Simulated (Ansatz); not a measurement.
# I: geometry relaxation (part 2 of 2)

I (Cmce, 4 atoms in the cell); DFT PBE, scalar-relativistic, plane waves, PAW, no spin polarisation (Ansatz 0.2.0); cutoff 420 eV, 12×12×6 k-mesh, Gaussian smearing of 0.05 eV. 

Geometry of the input (Å; fractional positions):
```
3.5595  -2.3300  0.0000
3.5595  2.3300  0.0000
0.0000  0.0000  9.7956
I  0.8451  0.1549  0.1175
I  0.1549  0.8451  0.8825
I  0.3452  0.6549  0.3825
I  0.6549  0.3452  0.6175
```

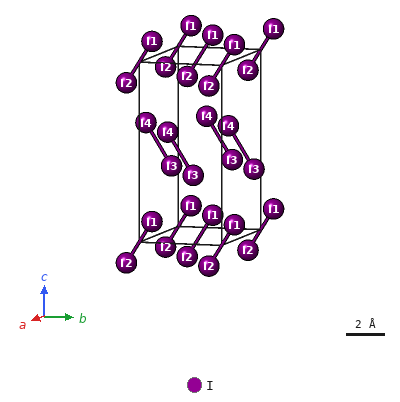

The starting structure (ball-and-stick view of the cell 2 times as large as that of the calculation, set on its symmetry axes, seen slightly off an axis; atoms are numbered from 1 in the order of the input).

## Log, continued
```
relax step   9: F+E_penalty+E_count = -30051.62321160 eV  Δ(F+E_penalty+E_count) = -5.169e-3 eV  max|allowed force component| = 6.920e-3 eV/Å  Δτ_max = 0.0036 Å  P = +0.078 GPa  Ω = 188.632 Å³  energy of the carried Pulay correction = -2.685e-4 eV  (5 SCF iters, dr2 threshold 2.44e-7 eV, accepted)
Crystal: 4 atoms, lattice volume = 196.851 Å³
Basis set: ecut = 420 eV, 3877 PW (Γ), exchange–correlation on 64×64×144 points (8 copies of the dense FFT grid, shifted against one another)
iter 1 solved again at ethr=3.99e-6 eV; its pass at ethr=3.10e-3 eV (dr2=2.71e-3 eV) is discarded
SCF iter   1: F=—  HF=-30051.630387 eV  |F-HF|=—  |Δ(HF+E_count)|=         —  Δρ=1.30e-3  dr2=3.39e-3  ethr=3.99e-6  ⟨swp⟩=3.2  Hψ=45680  notcnv=0
preconditioner: auto → Resta (q_TF=auto, 2.285 Å⁻¹)  ε∞=3.0  [insulator: Δε(μ)=0.987 eV  Ē_g=9.974 eV  σ=0.050 eV  W_gap=1.00  n_scr=36 (ndim 8)  ℏωp=14.0 eV  f_vac=0.224  D(μ)=0.00/eV (n_scr^D=0)  ε∞_Penn≈3.0]
SCF iter   2: F=—  HF=-30051.629832 eV  |F-HF|=—  |Δ(HF+E_count)|=   5.55e-4  Δρ=6.88e-4  dr2=1.02e-3  ethr=3.99e-6  ⟨swp⟩=2.1  Hψ=9468  notcnv=0
SCF iter   3: F=—  HF=-30051.629692 eV  |F-HF|=—  |Δ(HF+E_count)|=   1.40e-4  Δρ=1.09e-4  dr2=3.42e-5  ethr=1.51e-6  ⟨swp⟩=2.0  Hψ=9413  notcnv=0
SCF iter   4: F=—  HF=-30051.629764 eV  |F-HF|=—  |Δ(HF+E_count)|=   7.26e-5  Δρ=3.85e-5  dr2=4.64e-6  ethr=5.03e-8  ⟨swp⟩=2.0  Hψ=12900  notcnv=0
SCF iter   5: F=—  HF=-30051.629768 eV  |F-HF|=—  |Δ(HF+E_count)|=   3.35e-6  Δρ=1.11e-5  dr2=2.87e-7  ethr=6.83e-9  ⟨swp⟩=2.0  Hψ=9250  notcnv=0
SCF iter   6: F=-30051.629768 eV  HF=-30051.629768 eV  |F-HF|=4.54e-8  |Δ(HF+E_count)|=   2.56e-7  Δρ=3.57e-6  dr2=2.75e-8  ethr=1.92e-10  ⟨swp⟩=8.4  Hψ=31218  notcnv=0
SCF 10 converged in 6 iterations: F = -30051.629768 eV  dr2 = 2.75e-8
relax step  10: F+E_penalty+E_count = -30051.62976791 eV  Δ(F+E_penalty+E_count) = -6.556e-3 eV  max|allowed force component| = 1.989e-2 eV/Å  Δτ_max = 0.0183 Å  P = +0.063 GPa  Ω = 196.851 Å³  energy of the carried Pulay correction = -1.015e-3 eV  (6 SCF iters, dr2 threshold 1.31e-7 eV, accepted)
Crystal: 4 atoms, lattice volume = 199.242 Å³
Basis set: ecut = 420 eV, 3937 PW (Γ), exchange–correlation on 64×64×144 points (8 copies of the dense FFT grid, shifted against one another)
iter 1 solved again at ethr=6.92e-7 eV; its pass at ethr=3.10e-3 eV (dr2=4.71e-4 eV) is discarded
SCF iter   1: F=—  HF=-30051.631139 eV  |F-HF|=—  |Δ(HF+E_count)|=         —  Δρ=5.77e-4  dr2=5.35e-4  ethr=6.92e-7  ⟨swp⟩=2.8  Hψ=44612  notcnv=0
preconditioner: auto → Resta (q_TF=auto, 2.281 Å⁻¹)  ε∞=3.0  [insulator: Δε(μ)=1.030 eV  Ē_g=9.957 eV  σ=0.050 eV  W_gap=1.00  n_scr=36 (ndim 8)  ℏωp=13.9 eV  f_vac=0.233  D(μ)=0.00/eV (n_scr^D=0)  ε∞_Penn≈3.0]
SCF iter   2: F=—  HF=-30051.631044 eV  |F-HF|=—  |Δ(HF+E_count)|=   9.44e-5  Δρ=2.98e-4  dr2=1.48e-4  ethr=6.92e-7  ⟨swp⟩=2.0  Hψ=12430  notcnv=0
SCF iter   3: F=—  HF=-30051.631029 eV  |F-HF|=—  |Δ(HF+E_count)|=   1.52e-5  Δρ=3.86e-5  dr2=3.78e-6  ethr=2.17e-7  ⟨swp⟩=2.0  Hψ=8802  notcnv=0
SCF iter   4: F=—  HF=-30051.631098 eV  |F-HF|=—  |Δ(HF+E_count)|=   6.86e-5  Δρ=1.31e-5  dr2=4.09e-7  ethr=5.55e-9  ⟨swp⟩=3.0  Hψ=13011  notcnv=0
SCF iter   5: F=—  HF=-30051.631098 eV  |F-HF|=—  |Δ(HF+E_count)|=   3.14e-7  Δρ=3.30e-6  dr2=2.58e-8  ethr=6.01e-10  ⟨swp⟩=3.0  Hψ=12900  notcnv=0
SCF iter   6: F=-30051.631098 eV  HF=-30051.631098 eV  |F-HF|=3.71e-10  |Δ(HF+E_count)|=   2.36e-8  Δρ=1.20e-6  dr2=3.69e-9  ethr=3.64e-11  ⟨swp⟩=6.8  Hψ=28366  notcnv=0
SCF 11 converged in 6 iterations: F = -30051.631098 eV  dr2 = 3.69e-9
relax step  11: F+E_penalty+E_count = -30051.63109806 eV  Δ(F+E_penalty+E_count) = -1.330e-3 eV  max|allowed force component| = 1.702e-2 eV/Å  Δτ_max = 0.0113 Å  P = +0.043 GPa  Ω = 199.242 Å³  energy of the carried Pulay correction = -1.235e-3 eV  (6 SCF iters, dr2 threshold 2.47e-8 eV, accepted)
Crystal: 4 atoms, lattice volume = 202.359 Å³
Basis set: ecut = 420 eV, 3981 PW (Γ), exchange–correlation on 64×64×144 points (8 copies of the dense FFT grid, shifted against one another)
iter 1 solved again at ethr=4.96e-7 eV; its pass at ethr=3.10e-3 eV (dr2=3.37e-4 eV) is discarded
SCF iter   1: F=—  HF=-30051.631441 eV  |F-HF|=—  |Δ(HF+E_count)|=         —  Δρ=4.15e-4  dr2=3.72e-4  ethr=4.96e-7  ⟨swp⟩=2.8  Hψ=46948  notcnv=0
preconditioner: auto → Resta (q_TF=auto, 2.275 Å⁻¹)  ε∞=2.9  [insulator: Δε(μ)=1.018 eV  Ē_g=9.941 eV  σ=0.050 eV  W_gap=1.00  n_scr=36 (ndim 8)  ℏωp=13.8 eV  f_vac=0.245  D(μ)=0.00/eV (n_scr^D=0)  ε∞_Penn≈2.9]
SCF iter   2: F=—  HF=-30051.631386 eV  |F-HF|=—  |Δ(HF+E_count)|=   5.47e-5  Δρ=2.14e-4  dr2=1.11e-4  ethr=4.96e-7  ⟨swp⟩=2.1  Hψ=9477  notcnv=0
SCF iter   3: F=—  HF=-30051.631375 eV  |F-HF|=—  |Δ(HF+E_count)|=   1.08e-5  Δρ=3.51e-5  dr2=4.39e-6  ethr=1.63e-7  ⟨swp⟩=2.0  Hψ=9460  notcnv=0
SCF iter   4: F=—  HF=-30051.631442 eV  |F-HF|=—  |Δ(HF+E_count)|=   6.64e-5  Δρ=1.29e-5  dr2=5.02e-7  ethr=6.46e-9  ⟨swp⟩=2.9  Hψ=12896  notcnv=0
SCF iter   5: F=—  HF=-30051.631442 eV  |F-HF|=—  |Δ(HF+E_count)|=   3.99e-7  Δρ=3.83e-6  dr2=3.28e-8  ethr=7.38e-10  ⟨swp⟩=3.0  Hψ=12900  notcnv=0
SCF iter   6: F=-30051.631442 eV  HF=-30051.631442 eV  |F-HF|=5.54e-9  |Δ(HF+E_count)|=   2.58e-8  Δρ=9.90e-7  dr2=2.44e-9  ethr=2.66e-11  ⟨swp⟩=7.9  Hψ=33217  notcnv=0
SCF 12 converged in 6 iterations: F = -30051.631442 eV  dr2 = 2.44e-9
relax step  12: F+E_penalty+E_count = -30051.63144221 eV  Δ(F+E_penalty+E_count) = -3.442e-4 eV  max|allowed force component| = 2.083e-3 eV/Å  Δτ_max = 0.0023 Å  P = -0.006 GPa  Ω = 202.359 Å³  energy of the carried Pulay correction = -1.536e-3 eV  (6 SCF iters, dr2 threshold 1.81e-8 eV, accepted)
Basis set: ecut = 420 eV, 3981 PW (Γ), exchange–correlation on 72×72×144 points (8 copies of the dense FFT grid, shifted against one another)
iter 1 solved again at ethr=6.14e-7 eV; its pass at ethr=3.10e-3 eV (dr2=4.18e-4 eV) is discarded
SCF iter   1: F=—  HF=-30051.560450 eV  |F-HF|=—  |Δ(HF+E_count)|=         —  Δρ=1.17e-3  dr2=1.04e-4  ethr=6.14e-7  ⟨swp⟩=3.3  Hψ=51330  notcnv=0
preconditioner: auto → Resta (q_TF=auto, 2.275 Å⁻¹)  ε∞=2.9  [insulator: Δε(μ)=1.020 eV  Ē_g=9.914 eV  σ=0.050 eV  W_gap=1.00  n_scr=36 (ndim 8)  ℏωp=13.8 eV  f_vac=0.246  D(μ)=0.00/eV (n_scr^D=0)  ε∞_Penn≈2.9]
SCF iter   2: F=—  HF=-30051.605187 eV  |F-HF|=—  |Δ(HF+E_count)|=   4.47e-2  Δρ=5.88e-4  dr2=1.98e-5  ethr=1.53e-7  ⟨swp⟩=3.0  Hψ=11774  notcnv=0  defer=1
SCF iter   3: F=—  HF=-30051.627989 eV  |F-HF|=—  |Δ(HF+E_count)|=   2.28e-2  Δρ=2.43e-4  dr2=4.72e-6  ethr=2.92e-8  ⟨swp⟩=2.2  Hψ=10640  notcnv=0
SCF iter   4: F=—  HF=-30051.633224 eV  |F-HF|=—  |Δ(HF+E_count)|=   5.24e-3  Δρ=1.35e-5  dr2=3.70e-7  ethr=6.94e-9  ⟨swp⟩=2.0  Hψ=9460  notcnv=0
SCF iter   5: F=—  HF=-30051.633234 eV  |F-HF|=—  |Δ(HF+E_count)|=   9.96e-6  Δρ=4.81e-6  dr2=1.18e-7  ethr=5.44e-10  ⟨swp⟩=2.0  Hψ=9460  notcnv=0
SCF iter   6: F=—  HF=-30051.633235 eV  |F-HF|=—  |Δ(HF+E_count)|=   2.67e-7  Δρ=2.83e-6  dr2=4.76e-8  ethr=1.74e-10  ⟨swp⟩=2.0  Hψ=8659  notcnv=0
SCF iter   7: F=—  HF=-30051.633235 eV  |F-HF|=—  |Δ(HF+E_count)|=   7.16e-8  Δρ=1.20e-6  dr2=7.53e-9  ethr=7.00e-11  ⟨swp⟩=2.0  Hψ=8784  notcnv=0
SCF iter   8: F=—  HF=-30051.633235 eV  |F-HF|=—  |Δ(HF+E_count)|=   5.98e-9  Δρ=4.63e-7  dr2=1.25e-9  ethr=1.11e-11  ⟨swp⟩=2.0  Hψ=8790  notcnv=0
SCF iter   9: F=-30051.633235 eV  HF=-30051.633235 eV  |F-HF|=1.46e-11  |Δ(HF+E_count)|=   1.08e-9  Δρ=3.39e-8  dr2=1.52e-12  ethr=1.00e-12  ⟨swp⟩=8.0  Hψ=39640  notcnv=0
SCF 13 converged in 9 iterations: F = -30051.633235 eV  dr2 = 1.52e-12
relax step  13: F+E_penalty+E_count = -30051.63323474 eV  Δ(F+E_penalty+E_count) = -1.793e-3 eV  max|allowed force component| = 2.100e-3 eV/Å  Δτ_max = 0.0000 Å  P = +0.001 GPa  Ω = 202.359 Å³  stress off target by 2.82e-2 GPa  SCF on the basis re-selected at this cell (its energy is not comparable with the rows above)  (9 SCF iters)
```

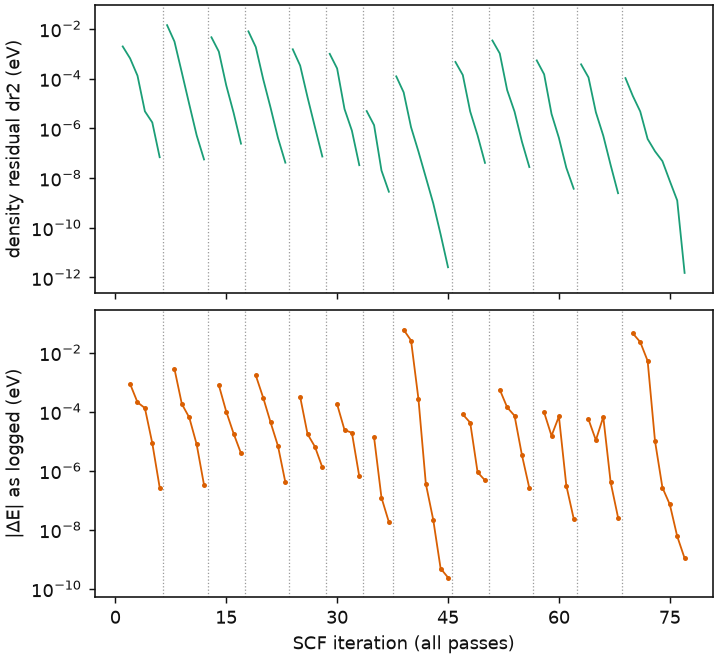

Convergence of the self-consistent field: density residual dr2 and size of the energy change against the SCF iteration. The dotted lines part the SCF passes of the relaxation: geometry steps, rejected trials and re-solves on a re-selected basis. The 13 passes take 4 to 9 iterations each, 77 in all.

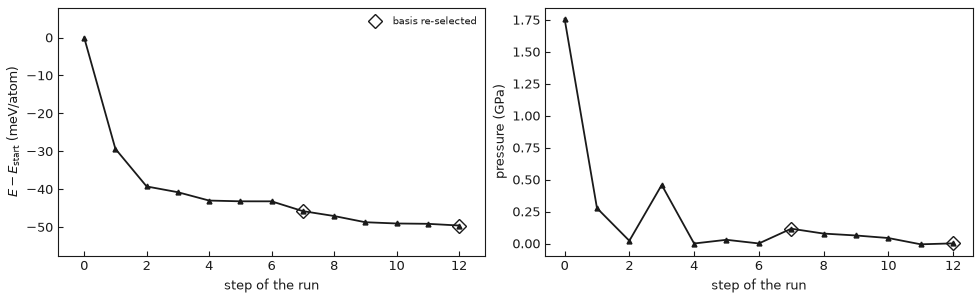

Progress of the relaxation, step by step (the first geometry is step 0 here and step 1 in the log).

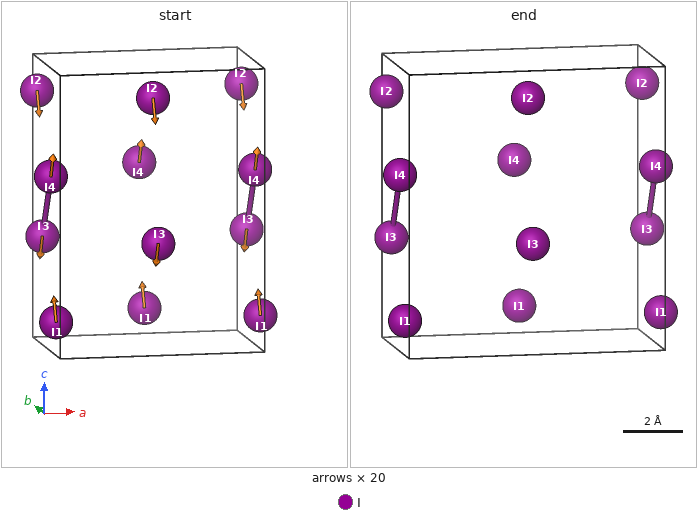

Before (left) and after (right) the relaxation, at one scale (ball-and-stick view of the cell 2 times as large as that of the calculation, set on its symmetry axes, seen slightly off an axis). The orange arrows give the displacements (without the part carried along by the change of the cell), magnified 20 times. The energy falls by 49.1 meV per atom in 10 geometry steps. The largest force component goes from 0.51 to 0.0021 eV/Å. Pressure: 1.76 GPa at the start and 0.00 GPa at the end. The basis was re-selected once at an unchanged geometry, which shifts the energy a little without any move. The largest moves relative to the cell, 0.049 Å, are those of I1, I2, I3 and I4. The drawn cell changes as follows: a 7.119 → 8.915 Å (+25.2 %), b 4.660 → 4.623 Å (−0.8 %), c 9.796 → 9.820 Å (+0.2 %); the volume changes by +24.5 %. Among the contacts that change: I1–I2 2.717 → 2.813 Å. The space group stays Cmce (No. 64). The energy change given includes the shifts at the re-selections in mid-walk, which come without any move. A last SCF at the same geometry on a re-selected plane-wave basis shifts the energy by −0.4 meV per atom. (Atoms are counted from 1 in the order of the input.)

```
basis re-selected at this cell: Δ(F+E_penalty+E_count) = -1.793e-3 eV, ΔP = +0.007 GPa vs the last step (what re-selecting the basis moved, of the pressure what is left beyond the Pulay correction that the steps carried, after the strain that the cell walked since its last selection, with what the two solves' SCF thresholds leave and, on support functions, any second-order correction that the steps lacked; it is no measure of the basis error at this ecutwfc). The dense FFT grid was sized anew with the basis: this SCF ran on 36×36×72 points, the steps before it on 32×32×72, so part of this shift can come from that change (see relax.cell in the input reference). This SCF's stress stands 2.82e-2 GPa from its target on what of the cell is left free (relax.cell.stress_tol is 4.00e-2 GPa) and its largest allowed force component is 2.10e-3 eV/Å (relax.f_tol is 1.00e-2 eV/Å): within both
SCF converged after 9 iterations
Free energy (F): -30051.633235 eV
Harris-Foulkes:  -30051.633235 eV  (|F-HF|=1.46e-11)
Internal energy: -30051.633235 eV  (E = F + TS)
E sigma→0 (E₀):  -30051.633235 eV
Fermi energy:    3.625961 eV
--- Per-component energies (eV) ---
  E_band       = -1706.295162
  E_kinetic    = 752.071563
  E_local      = -9158.662036  (includes V_loc(G=0)·N_el)
  E_nonlocal   = -367.981519
  E_hartree    = 4617.133810
  E_xc         = -510.280123
  E_vxc        = -511.319240  (∫ρ·V_xc dr)
  E_paw        = -19258.399159  (= ΣΔE_a)
  E_vpaw       = -1654.671540  (= ΣTr[D̂ρ^β])
  E_aug_tail   = -0.000025  (compensation charges beyond the density's cutoff)
  E_ewald      = -6125.515746
  E_smearing   = -0.000000  (= −TS)
  E_closure    = 0.000000  (closes the sum)
  Σ components = -30051.633235   (vs F -30051.633235, Δ=0.00e0)
--- Forces (eV/Å), atoms counted from 1 ---
  atom   1  I     -0.00000000    -0.00012765     0.00209993
  atom   2  I      0.00000000     0.00012765    -0.00209993
  atom   3  I     -0.00000000    -0.00012765    -0.00209993
  atom   4  I      0.00000000     0.00012765     0.00209993
  max |Σ_I F_I| component: 4.34e-19 eV/Å
--- Stress (GPa, compression-positive) ---
        0.028208       0.000000       0.000000
        0.000000      -0.011074       0.000000
        0.000000       0.000000      -0.013482
  P = ⅓ Tr σ = 0.0012 GPa (0.012 kbar)
--- Band table (eV; the first three rows and the last of 172) ---
  k-point 0: bands = ["-41.7237", "-41.7179", "-41.6564", "-41.6507", "-41.6360", "-41.6314", "-41.6178", "-41.6136", "-41.5555", "-41.5548", "-41.5374", "-41.5367", "-41.2992", "-41.2987", "-41.2978", "-41.2973", "-41.2953", "-41.2939", "-41.2924", "-41.2908", "-10.1053", "-9.4589", "-8.5799", "-7.4592", "-1.1600", "0.1057", "1.2001", "1.2765", "1.5747", "1.7818", "1.8145", "2.3666", "2.5254", "3.1164", "4.1951", "4.9647", "7.7774", "8.3583", "8.6248", "9.4859", "10.6306"]
  k-point 1: bands = ["-41.7234", "-41.7183", "-41.6560", "-41.6510", "-41.6358", "-41.6318", "-41.6174", "-41.6138", "-41.5554", "-41.5548", "-41.5374", "-41.5367", "-41.2991", "-41.2987", "-41.2977", "-41.2973", "-41.2952", "-41.2941", "-41.2922", "-41.2909", "-10.0779", "-9.5402", "-8.4704", "-7.5226", "-1.0867", "-0.0092", "1.2246", "1.3070", "1.5983", "1.7054", "1.8665", "2.4541", "2.4895", "3.0805", "4.1956", "4.8650", "7.8433", "8.4679", "8.5945", "9.4871", "10.8292"]
  k-point 2: bands = ["-41.7224", "-41.7195", "-41.6549", "-41.6520", "-41.6351", "-41.6328", "-41.6165", "-41.6145", "-41.5553", "-41.5549", "-41.5372", "-41.5369", "-41.2991", "-41.2988", "-41.2976", "-41.2974", "-41.2950", "-41.2944", "-41.2918", "-41.2911", "-9.9973", "-9.7052", "-8.2260", "-7.6981", "-0.8842", "-0.2796", "1.2965", "1.3889", "1.5563", "1.5774", "2.0330", "2.3868", "2.6337", "2.9776", "4.2397", "4.6305", "8.0110", "8.4501", "8.7734", "9.4747", "10.8602"]
  k-point 171: bands = ["-41.7210", "-41.7210", "-41.6534", "-41.6534", "-41.6340", "-41.6340", "-41.6154", "-41.6154", "-41.5551", "-41.5551", "-41.5370", "-41.5370", "-41.2989", "-41.2989", "-41.2975", "-41.2975", "-41.2947", "-41.2947", "-41.2914", "-41.2914", "-9.8046", "-9.8046", "-7.9148", "-7.9148", "-0.5834", "-0.5834", "0.4999", "0.4999", "1.4316", "1.4316", "2.1594", "2.1594", "2.4150", "2.4150", "4.3631", "4.3631", "9.2696", "9.2696", "10.2304", "10.2304", "10.8167"]
--- Relaxed structure (11 steps of the walk, 11 accepted, 2 SCFs on fresh bases) ---
  F+E_penalty+E_count = -30051.63323474 eV   max|allowed force component| = 2.100e-3 eV/Å   (the final SCF, on the basis selected at the relaxed cell)
  cell:  # Å, volume = 202.3588 Å³
    - [4.457437648319586, -2.3115116661886788, 9.272985675817842e-33]
    - [4.457437648319586, 2.3115116661886788, 1.0670982883177157e-32]
    - [2.744226603182041e-32, 2.9386993545886424e-33, 9.819983817373314]
  atoms:
    - { symbol: I, position: [0.8405214117313755, 0.15947858826862443, 0.12195019795215323] }
    - { symbol: I, position: [0.15947858826862443, 0.8405214117313755, 0.8780498020478469] }
    - { symbol: I, position: [0.3405214117313756, 0.6594785882686246, 0.37804980204784683] }
    - { symbol: I, position: [0.6594785882686246, 0.3405214117313756, 0.6219501979521534] }
```

## Summary

| quantity | value |
| --- | --- |
| outcome | converged |
| space group (tolerance 0.01 Å) | Cmce (64) |
| electrons treated | 68 |
| free energy | −30051.6332 eV |
| Fermi energy | 3.626 eV |
| gap on the k-point mesh | 1.02 eV |
| pressure | 0.00 GPa |
| final volume | 202.36 Å³ |
| largest force (length of the vector) at the end | 0.002 eV/Å |
| final cell | a = 5.021 Å, b = 5.021 Å, c = 9.820 Å, α = 90.00°, β = 90.00°, γ = 54.82° |
| wall time | 51 s (CPU time 6.5 min) |
| peak memory | 1.4 GiB |
